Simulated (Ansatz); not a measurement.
C$_{32}$N: geometry relaxation (part 4 of 5)

Continued. System: C$_{32}$N (defect cell, 33 atoms in the cell). Method: DFT PBE+D3(BJ), scalar-relativistic, plane waves, PAW, spin-polarised (Ansatz 0.2.0); cutoff 420 eV, 2×2×2 k-mesh, Gaussian smearing of 0.02 eV, collinear spins. The structure derives from a Materials Project entry. It belongs to a series of runs on one base structure; here: N interstitial, charge +0, atoms relaxed.

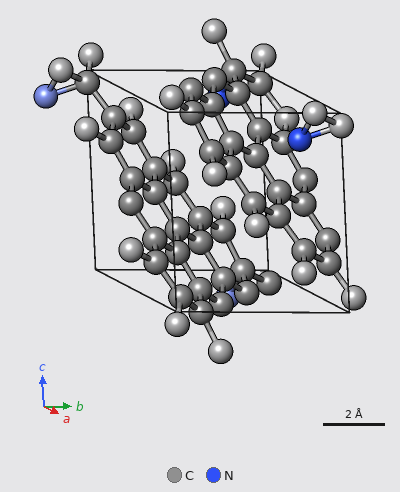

*The geometry at step 9 of the log (ball-and-stick view of the cell of the calculation, seen slightly off an axis; neighbours outside the cell are drawn fainter).*

### Trajectory as extended XYZ, continued
```
33
Lattice="5.6710 0.0000 -3.4027 -2.8677 -4.9298 -3.3595 -2.8677 4.9298 -3.3595" Properties=species:S:1:pos:R:3:forces:R:3 step=6 energy=-8413.21832
C     0.6834    2.4497   -3.4129    0.1405  -0.2376   0.0421
C    -0.0496   -1.2457   -6.6220    0.1356   0.1330  -0.0612
C     2.0946   -0.0077   -6.4836   -0.2401  -0.0431  -0.2906
C     0.6742   -0.0197   -3.3548    0.0797  -0.1110   0.0193
C    -1.4494    1.2150   -3.3119    0.0363   0.0023  -0.0520
C     2.8102    1.2172   -3.3944   -0.1289   0.0773   0.0336
C     2.0818   -2.4646   -6.7560    0.2782  -0.1968   0.0484
C     0.6992   -2.4834   -3.4228    0.0387   0.1175  -0.0401
C    -1.4627   -1.2360   -3.3617    0.0400  -0.1065  -0.0231
C     2.8101   -1.2426   -3.3301    0.0265  -0.0085  -0.0722
C     4.8948   -0.0152   -3.5290    0.0379   0.0330  -0.0048
C    -2.1544   -0.0080   -6.8428   -0.6259   0.2384   0.1599
C    -1.4266   -3.6878   -3.4332    1.0480   1.5334  -1.3896
C    -0.0480    1.2309   -6.5169    0.0514  -0.2921  -0.1794
C     2.0868    2.4546   -6.6269   -0.0611   0.0185  -0.0316
C    -1.4298    3.6386   -3.5384   -0.0143  -0.0633   0.0034
C    -0.7598   -2.4731   -6.7228   -0.0713  -0.1245   0.0063
C     1.3793   -1.2454   -6.5835   -0.2057   0.4040  -0.0554
C    -2.1669   -0.0086   -3.2296    0.0056  -0.0121  -0.0177
C     2.1019   -0.0155   -3.3738   -0.0605   0.0515   0.0040
C    -0.0323    1.2152   -3.3687    0.0343   0.1458  -0.0045
C     1.3580   -3.7162   -6.8211    0.0665  -0.0054   0.0469
C    -2.1838   -2.4421   -3.4347   -0.3433   0.7322  -0.5353
C    -0.7530    2.4504   -6.6372   -0.1108   0.1082  -0.1668
C    -0.0303   -1.2449   -3.3865    0.0679   0.0732  -0.0119
C     1.3590    3.6893   -6.7505    0.0189  -0.2003  -0.0152
C    -5.0513   -0.0361   -6.7646   -0.5145  -1.1931  -0.5422
C    -0.7628   -0.0075   -6.6306    0.7383   0.0242  -0.0563
C    -2.8374    1.2248   -6.9138    0.5560  -0.0046  -0.4263
C     1.3843    1.2389   -6.4470   -0.0118  -0.1991  -0.2184
C    -2.1559    2.4435   -3.3663   -0.0328   0.0113  -0.0426
C    -2.8879   -1.2576   -6.8654   -0.3030   0.1027   0.0486
N     1.0992    0.6090   -9.0129   -0.6764  -1.0085   3.8253
33
Lattice="5.6710 0.0000 -3.4027 -2.8677 -4.9298 -3.3595 -2.8677 4.9298 -3.3595" Properties=species:S:1:pos:R:3:forces:R:3 step=7 energy=-8413.53729
C     0.6877    2.4515   -3.3940    0.1054  -0.0337   0.0113
C    -0.0413   -1.2394   -6.6605   -0.0636   0.0401   0.1309
C     2.0948   -0.0079   -6.5434    0.0729   0.1806   0.0005
C     0.6824   -0.0157   -3.3687   -0.0465  -0.0089  -0.0078
C    -1.4436    1.2149   -3.3385   -0.1083   0.0218   0.0544
C     2.8123    1.2240   -3.4088    0.0186   0.0000  -0.0490
C     2.0889   -2.4629   -6.7686    0.0003  -0.0486  -0.0177
C     0.7023   -2.4768   -3.4080    0.0652   0.0818  -0.0399
C    -1.4555   -1.2350   -3.3700    0.0456   0.0503  -0.0765
C     2.8134   -1.2393   -3.3785    0.1031  -0.1428   0.0269
C     4.8957   -0.0167   -3.5517    0.0963   0.0749  -0.0046
C    -2.1642   -0.0017   -6.7552   -0.0584  -0.0624  -0.1438
C    -1.4210   -3.6852   -3.3300   -0.0112   0.3064   0.2148
C    -0.0426    1.2293   -6.5538    0.1501   0.0612  -0.0048
C     2.0895    2.4584   -6.6636   -0.0647  -0.3937  -0.0218
C    -1.4289    3.6383   -3.5027    0.0197  -0.0006  -0.0042
C    -0.7563   -2.4706   -6.7307   -0.0997  -0.0213   0.0137
C     1.3800   -1.2375   -6.6297   -0.0238  -0.0344  -0.0912
C    -2.1615   -0.0087   -3.2631   -0.0232   0.0773  -0.1055
C     2.1063   -0.0097   -3.3966   -0.0179  -0.0152   0.0056
C    -0.0255    1.2200   -3.3751    0.0293  -0.0285  -0.0148
C     1.3626   -3.7133   -6.8363    0.0821  -0.0510   0.0463
C    -2.1808   -2.4353   -3.4250    0.0935  -0.0820  -0.0539
C    -0.7484    2.4546   -6.6704   -0.0435   0.0430  -0.0766
C    -0.0242   -1.2409   -3.3911    0.0390   0.0050   0.0238
C     1.3638    3.6844   -6.7970   -0.2727   0.0606   0.0403
C    -5.0599   -0.0548   -6.7226   -0.0305  -0.0390   0.0429
C    -0.7504   -0.0053   -6.6371    0.0874  -0.0621   0.0404
C    -2.8363    1.2262   -6.8227   -0.0610  -0.0181  -0.0400
C     1.3892    1.2359   -6.4910   -0.0305   0.1214  -0.1398
C    -2.1545    2.4418   -3.3841    0.0237  -0.1328  -0.0181
C    -2.8936   -1.2530   -6.8012   -0.0165   0.1028  -0.0053
N     0.9946    0.5500   -8.8767   -0.0611  -0.0524   0.2642
33
Lattice="5.6710 0.0000 -3.4027 -2.8677 -4.9298 -3.3595 -2.8677 4.9298 -3.3595" Properties=species:S:1:pos:R:3:forces:R:3 step=8 energy=-8413.55639
C     0.6903    2.4514   -3.3937   -0.0279  -0.0433  -0.0083
C    -0.0439   -1.2405   -6.6358    0.0493   0.0131  -0.0650
C     2.0967   -0.0028   -6.5533   -0.0374  -0.0937  -0.0613
C     0.6831   -0.0152   -3.3836    0.0244   0.0168  -0.0049
C    -1.4446    1.2159   -3.3540    0.0603   0.0379  -0.0339
C     2.8155    1.2223   -3.4031   -0.0440  -0.0125   0.0273
C     2.0903   -2.4636   -6.7600    0.0475   0.0357   0.0036
C     0.7016   -2.4748   -3.4293    0.0148  -0.0248   0.0321
C    -1.4540   -1.2307   -3.3990   -0.0038  -0.0049   0.0189
C     2.8138   -1.2437   -3.3848    0.0006   0.0625  -0.0071
C     4.8994   -0.0169   -3.5274    0.0487  -0.0725  -0.0029
C    -2.1669   -0.0023   -6.7682    0.0089   0.0707   0.0883
C    -1.4224   -3.6747   -3.2892    0.0631  -0.0302   0.0020
C    -0.0415    1.2308   -6.5557   -0.0944  -0.0270  -0.0440
C     2.0869    2.4490   -6.6682    0.0356   0.2020  -0.0398
C    -1.4289    3.6391   -3.4975   -0.0200  -0.0184   0.0048
C    -0.7568   -2.4726   -6.7186    0.0098  -0.0448   0.0053
C     1.3794   -1.2378   -6.6301    0.0445   0.0649   0.0316
C    -2.1624   -0.0039   -3.2952   -0.0402  -0.0798   0.0280
C     2.1073   -0.0117   -3.4021   -0.0013   0.0467  -0.0026
C    -0.0243    1.2197   -3.3869    0.0022   0.0316   0.0100
C     1.3680   -3.7157   -6.8126   -0.0503   0.0567  -0.0289
C    -2.1773   -2.4340   -3.4217   -0.0902   0.0636   0.0168
C    -0.7498    2.4542   -6.6909   -0.0155  -0.0818   0.0091
C    -0.0230   -1.2393   -3.4123   -0.0183   0.0095  -0.0026
C     1.3595    3.6834   -6.7878    0.0869  -0.0761  -0.0150
C    -5.0575   -0.0556   -6.6956   -0.0699  -0.0745   0.0272
C    -0.7515   -0.0073   -6.6287    0.0225   0.0813  -0.0542
C    -2.8422    1.2277   -6.8227    0.0572  -0.0216   0.0287
C     1.3872    1.2378   -6.4978   -0.0017  -0.1089  -0.0023
C    -2.1553    2.4387   -3.3915   -0.0291   0.0375   0.0069
C    -2.8934   -1.2514   -6.8033   -0.0335  -0.0289   0.0054
N     0.9918    0.5439   -8.8457    0.0017   0.0132   0.0270
33
Lattice="5.6710 0.0000 -3.4027 -2.8677 -4.9298 -3.3595 -2.8677 4.9298 -3.3595" Properties=species:S:1:pos:R:3:forces:R:3 step=9 energy=-8413.55738
C     0.6905    2.4528   -3.3953    0.0064  -0.0406  -0.0119
C    -0.0423   -1.2395   -6.6392    0.0515   0.0369  -0.0306
C     2.0981   -0.0022   -6.5549   -0.0508  -0.0630  -0.0578
C     0.6838   -0.0139   -3.3794    0.0253   0.0457  -0.0190
C    -1.4438    1.2170   -3.3625    0.0240   0.0165  -0.0163
C     2.8161    1.2239   -3.4102   -0.0562  -0.0101   0.0060
C     2.0914   -2.4637   -6.7575    0.0439   0.0416   0.0164
C     0.7020   -2.4734   -3.4043   -0.0078  -0.0667   0.0090
C    -1.4522   -1.2311   -3.3822   -0.0331  -0.0299   0.0095
C     2.8141   -1.2423   -3.3937    0.0085   0.0407  -0.0074
C     4.8989   -0.0165   -3.5582    0.0186   0.0087   0.0640
C    -2.1654   -0.0014   -6.7511   -0.0385   0.0556   0.0831
C    -1.4229   -3.6771   -3.2628    0.0357  -0.0419  -0.0084
C    -0.0403    1.2324   -6.5527   -0.0580  -0.0343  -0.0425
C     2.0878    2.4516   -6.6874    0.0170   0.0959  -0.0480
C    -1.4281    3.6400   -3.5135   -0.0049   0.0179   0.0208
C    -0.7557   -2.4709   -6.7212   -0.0234  -0.0570   0.0142
C     1.3810   -1.2374   -6.6305    0.0218   0.0632   0.0264
C    -2.1613   -0.0037   -3.2940   -0.0139  -0.0428   0.0212
C     2.1079   -0.0101   -3.4060   -0.0044   0.0475  -0.0054
C    -0.0239    1.2213   -3.3895    0.0279   0.0084   0.0062
C     1.3679   -3.7138   -6.8272   -0.0154  -0.0109  -0.0093
C    -2.1757   -2.4354   -3.3978   -0.0517   0.1046  -0.0307
C    -0.7488    2.4556   -6.6838   -0.0078  -0.0609   0.0084
C    -0.0218   -1.2381   -3.3968   -0.0262  -0.0048   0.0179
C     1.3592    3.6840   -6.8144    0.0761  -0.0606   0.0246
C    -5.0608   -0.0570   -6.7107   -0.0046  -0.0933   0.0095
C    -0.7498   -0.0059   -6.6230    0.0360   0.0512  -0.0359
C    -2.8418    1.2281   -6.7854    0.0705   0.0214  -0.0648
C     1.3890    1.2394   -6.5039    0.0108  -0.0611  -0.0392
C    -2.1543    2.4397   -3.4109   -0.0466   0.0137   0.0283
C    -2.8930   -1.2501   -6.8025   -0.0129  -0.0092   0.0012
N     0.9690    0.5170   -8.8439   -0.0181   0.0177   0.0607
33
Lattice="5.6710 0.0000 -3.4027 -2.8677 -4.9298 -3.3595 -2.8677 4.9298 -3.3595" Properties=species:S:1:pos:R:3:forces:R:3 step=10 energy=-8413.55826
C     0.6906    2.4509   -3.3954   -0.0037   0.0629   0.0180
C    -0.0413   -1.2382   -6.6488   -0.0375  -0.0252   0.0112
C     2.0959   -0.0048   -6.5687    0.0674   0.1049   0.0409
C     0.6843   -0.0132   -3.3848   -0.0297  -0.0725   0.0089
C    -1.4435    1.2165   -3.3618   -0.0346  -0.0339   0.0141
C     2.8143    1.2235   -3.4083    0.0759   0.0119   0.0012
C     2.0921   -2.4619   -6.7569   -0.0800  -0.0391  -0.0118
C     0.7018   -2.4763   -3.4114    0.0001   0.1214  -0.0084
C    -1.4542   -1.2323   -3.3867    0.0791   0.0476  -0.0068
C     2.8150   -1.2417   -3.3921   -0.0051  -0.0587   0.0084
C     4.9009   -0.0168   -3.5341   -0.0245  -0.0061  -0.0339
C    -2.1675   -0.0003   -6.7430    0.0521  -0.0748  -0.0718
C    -1.4218   -3.6780   -3.2682   -0.0476   0.1085   0.0067
C    -0.0426    1.2300   -6.5673    0.1386   0.0624   0.0361
C     2.0884    2.4531   -6.6884   -0.0468  -0.1697   0.0737
C    -1.4288    3.6399   -3.4948    0.0406  -0.0601  -0.0004
C    -0.7565   -2.4728   -6.7225    0.0208   0.0708  -0.0180
C     1.3811   -1.2353   -6.6361   -0.0634  -0.1024  -0.0325
C    -2.1620   -0.0061   -3.2968    0.0197   0.0759  -0.0247
C     2.1079   -0.0091   -3.4072   -0.0049  -0.0686   0.0145
C    -0.0231    1.2210   -3.3908   -0.0453  -0.0147   0.0032
C     1.3679   -3.7143   -6.8184    0.0002   0.0232   0.0193
C    -2.1785   -2.4331   -3.4065    0.0834  -0.1293   0.0053
C    -0.7493    2.4530   -6.6893    0.0129   0.1017  -0.0237
C    -0.0230   -1.2393   -3.4004    0.0326  -0.0019  -0.0135
C     1.3627    3.6824   -6.8013   -0.1195   0.0787  -0.0260
C    -5.0594   -0.0604   -6.6916   -0.0304   0.0634  -0.0112
C    -0.7493   -0.0043   -6.6343   -0.0634  -0.1146   0.0286
C    -2.8406    1.2273   -6.7959   -0.0836  -0.0189   0.0526
C     1.3886    1.2360   -6.5158   -0.0240   0.0931  -0.0117
C    -2.1555    2.4398   -3.4001    0.0640  -0.0275  -0.0396
C    -2.8940   -1.2506   -6.7922    0.0144  -0.0086   0.0102
N     0.9744    0.5350   -8.8366    0.0421   0.0004  -0.0189
33
Lattice="5.6710 0.0000 -3.4027 -2.8677 -4.9298 -3.3595 -2.8677 4.9298 -3.3595" Properties=species:S:1:pos:R:3:forces:R:3 step=11 energy=-8413.56078
C     0.6905    2.4515   -3.3932   -0.0008  -0.0014  -0.0016
C    -0.0421   -1.2391   -6.6484    0.0039   0.0035   0.0041
C     2.0968   -0.0035   -6.5664    0.0051  -0.0054   0.0027
C     0.6839   -0.0140   -3.3819    0.0044   0.0036   0.0009
C    -1.4438    1.2163   -3.3611    0.0055   0.0013   0.0008
C     2.8151    1.2233   -3.4065   -0.0007  -0.0006  -0.0029
C     2.0913   -2.4629   -6.7592    0.0038  -0.0007   0.0010
C     0.7019   -2.4744   -3.4116   -0.0008  -0.0010  -0.0010
C    -1.4529   -1.2314   -3.3882    0.0005  -0.0014  -0.0016
C     2.8144   -1.2423   -3.3910   -0.0010   0.0033   0.0004
C     4.8998   -0.0169   -3.5377    0.0095  -0.0085  -0.0011
C    -2.1668   -0.0013   -6.7485    0.0000   0.0085   0.0022
C    -1.4223   -3.6764   -3.2681    0.0096   0.0218  -0.0058
C    -0.0412    1.2311   -6.5643   -0.0021   0.0014   0.0007
C     2.0877    2.4515   -6.6843    0.0021   0.0088  -0.0079
C    -1.4284    3.6391   -3.4974   -0.0039   0.0001   0.0003
C    -0.7563   -2.4722   -6.7224   -0.0002  -0.0035   0.0010
C     1.3805   -1.2366   -6.6379    0.0012   0.0010   0.0008
C    -2.1617   -0.0048   -3.2980   -0.0082  -0.0070   0.0018
C     2.1077   -0.0101   -3.4039   -0.0019   0.0027  -0.0030
C    -0.0237    1.2206   -3.3880   -0.0007   0.0029  -0.0035
C     1.3677   -3.7144   -6.8191   -0.0015   0.0075   0.0005
C    -2.1771   -2.4341   -3.4070   -0.0041   0.0019  -0.0025
C    -0.7491    2.4545   -6.6893   -0.0022  -0.0083   0.0019
C    -0.0223   -1.2388   -3.4010   -0.0040  -0.0046  -0.0005
C     1.3604    3.6830   -6.8023    0.0084  -0.0003   0.0008
C    -5.0598   -0.0588   -6.6947   -0.0148  -0.0175   0.0019
C    -0.7498   -0.0057   -6.6330   -0.0048   0.0006   0.0003
C    -2.8414    1.2279   -6.7949    0.0050  -0.0076  -0.0009
C     1.3883    1.2372   -6.5131   -0.0025  -0.0032   0.0112
C    -2.1551    2.4390   -3.4016   -0.0014   0.0070   0.0020
C    -2.8936   -1.2510   -6.7942   -0.0019   0.0007  -0.0017
N     0.9765    0.5331   -8.8382   -0.0017  -0.0056  -0.0014
33
Lattice="5.6710 0.0000 -3.4027 -2.8677 -4.9298 -3.3595 -2.8677 4.9298 -3.3595" Properties=species:S:1:pos:R:3:forces:R:3 step=12 energy=-8413.56081
C     0.6904    2.4516   -3.3938   -0.0005   0.0008   0.0001
C    -0.0420   -1.2391   -6.6468    0.0006   0.0002  -0.0015
C     2.0969   -0.0036   -6.5647    0.0002  -0.0003  -0.0014
C     0.6840   -0.0140   -3.3830    0.0010  -0.0001  -0.0001
C    -1.4437    1.2163   -3.3612    0.0013  -0.0004  -0.0008
C     2.8151    1.2234   -3.4074    0.0010   0.0002   0.0009
C     2.0914   -2.4629   -6.7591   -0.0014  -0.0007  -0.0001
C     0.7019   -2.4745   -3.4122    0.0002   0.0016   0.0006
C    -1.4529   -1.2314   -3.3889    0.0010   0.0006   0.0003
C     2.8144   -1.2423   -3.3914   -0.0010   0.0006  -0.0005
C     4.8999   -0.0171   -3.5382    0.0018  -0.0002  -0.0003
C    -2.1668   -0.0012   -6.7481    0.0021   0.0002   0.0001
C    -1.4223   -3.6762   -3.2687    0.0019   0.0076  -0.0018
C    -0.0413    1.2311   -6.5628    0.0009   0.0000  -0.0005
C     2.0877    2.4515   -6.6841    0.0002   0.0022   0.0016
C    -1.4285    3.6391   -3.4976    0.0012   0.0005  -0.0003
C    -0.7563   -2.4722   -6.7223    0.0007  -0.0002  -0.0002
C     1.3805   -1.2366   -6.6365   -0.0002   0.0002   0.0001
C    -2.1618   -0.0049   -3.2976   -0.0014  -0.0005   0.0003
C     2.1077   -0.0100   -3.4051   -0.0008  -0.0008   0.0015
C    -0.0237    1.2207   -3.3891   -0.0010   0.0000   0.0018
C     1.3677   -3.7143   -6.8195   -0.0008   0.0020   0.0000
C    -2.1772   -2.4339   -3.4077    0.0005  -0.0028   0.0016
C    -0.7491    2.4544   -6.6890    0.0001  -0.0008   0.0002
C    -0.0224   -1.2388   -3.4020    0.0000  -0.0003   0.0001
C     1.3606    3.6829   -6.8025    0.0005  -0.0010  -0.0010
C    -5.0600   -0.0591   -6.6950   -0.0028  -0.0034   0.0053
C    -0.7499   -0.0057   -6.6316   -0.0020  -0.0002  -0.0007
C    -2.8413    1.2278   -6.7953   -0.0023  -0.0027   0.0020
C     1.3884    1.2372   -6.5110   -0.0014  -0.0018  -0.0037
C    -2.1551    2.4391   -3.4015   -0.0007  -0.0001  -0.0009
C    -2.8937   -1.2510   -6.7944   -0.0001  -0.0007   0.0002
N     0.9763    0.5330   -8.8386    0.0013   0.0004  -0.0029
```

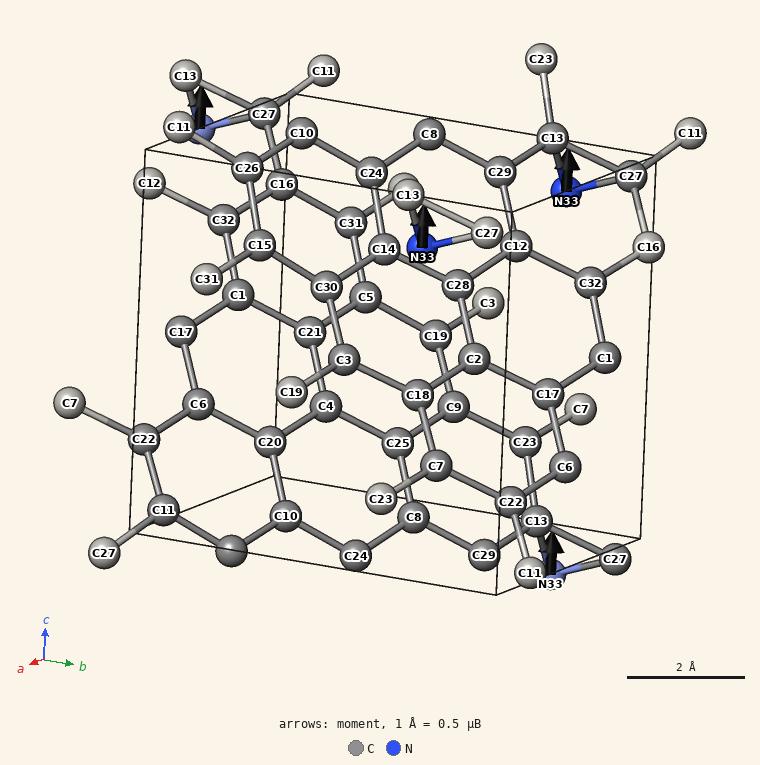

*Magnetic moments of the sites as black arrows (ball-and-stick view of the cell of the calculation, seen slightly off an axis; neighbours outside the cell are drawn fainter; atoms are numbered from 1 in the order of the input); small moments hardly show. The run is collinear, so the axis drawn is arbitrary.*

Site moments: N33 (0.39 μB). They are counted near the atoms and needn't add up to the moment of the cell.

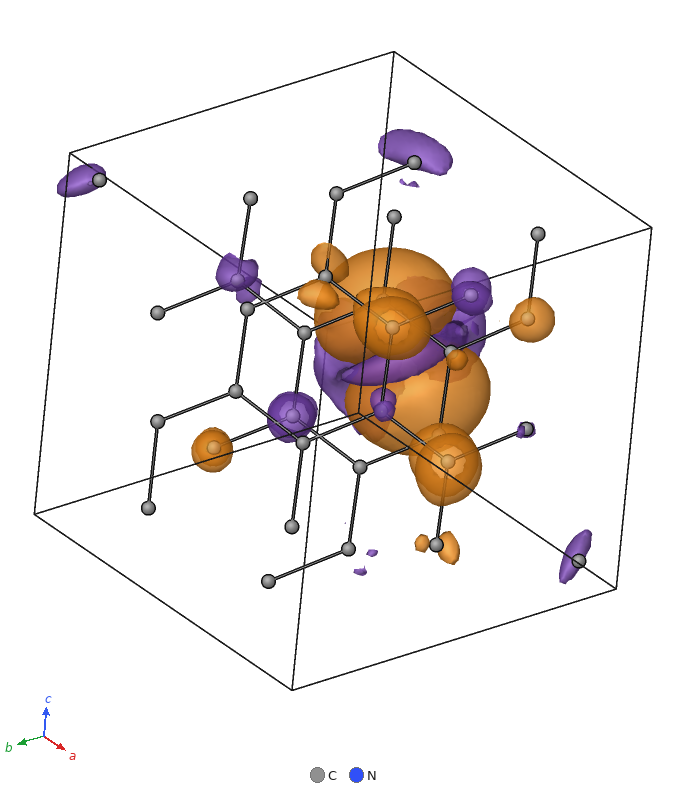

*Isosurfaces of the spin density (up minus down) at +0.002 (orange) and −0.002 e/Å³ (purple), seen at an oblique angle. Sticks mark near contacts. The outline is the calculation cell.*

The spin density sits on N: +0.4 μB in one cell of 33 atoms: a single local moment. The cell of the calculation (33 atoms) carries 1.0 μB net. In a PAW calculation such maps are meaningful between the atoms, not at the nuclei.
